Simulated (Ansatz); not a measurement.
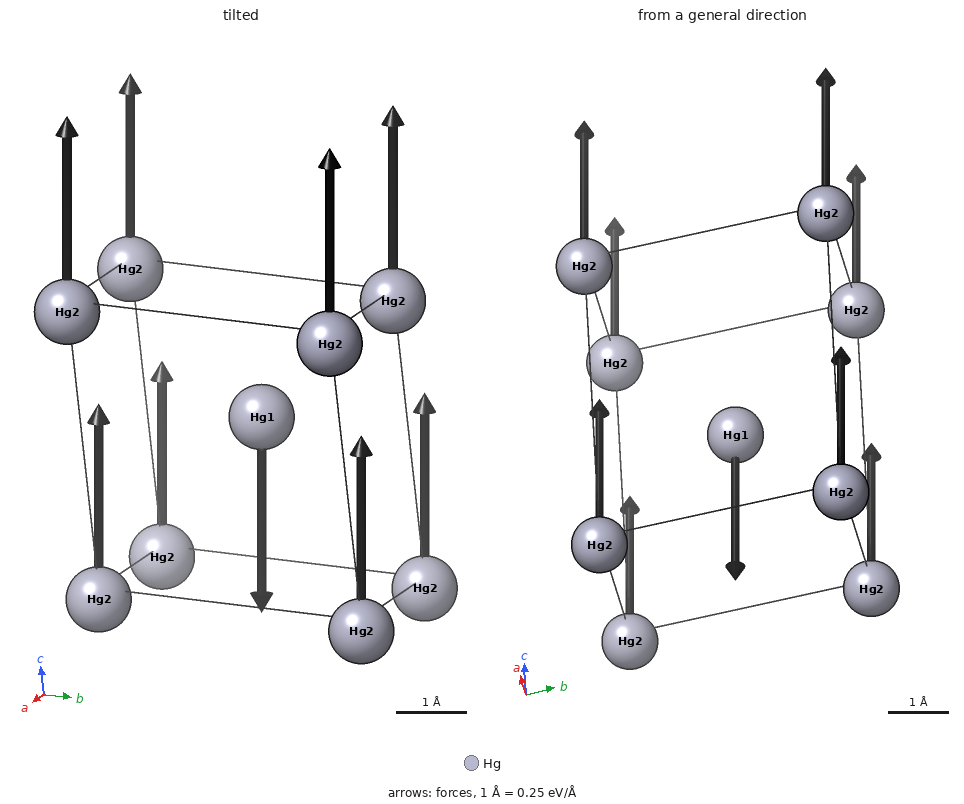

The image is a spheres-only drawing of a crystal, viewed slightly off an axis and from a general direction. The wireframe shows the cell (the run's own, in a reduced setting). The arrows are the computed forces on the atoms.

System: Hg. Setup: Ansatz 0.2.0, DFT PBE, scalar-relativistic, plane waves, PAW; an energy cutoff of 420 eV, k-points about 0.17 Å⁻¹ apart, Gaussian smearing of 0.1 eV, no spin polarisation.

> Is the structure at rest?

No. The atoms still feel forces of up to about 0.61 eV/Å, far above a usual threshold of 0.01 to 0.03 eV/Å.

> Which atom is furthest from force balance?

Hg1 and Hg2, about 0.61 eV/Å.

The model was built from a structure listed in the Materials Project. The cell was then strained or its atoms displaced on purpose. It was run through Ansatz as a DFT input.
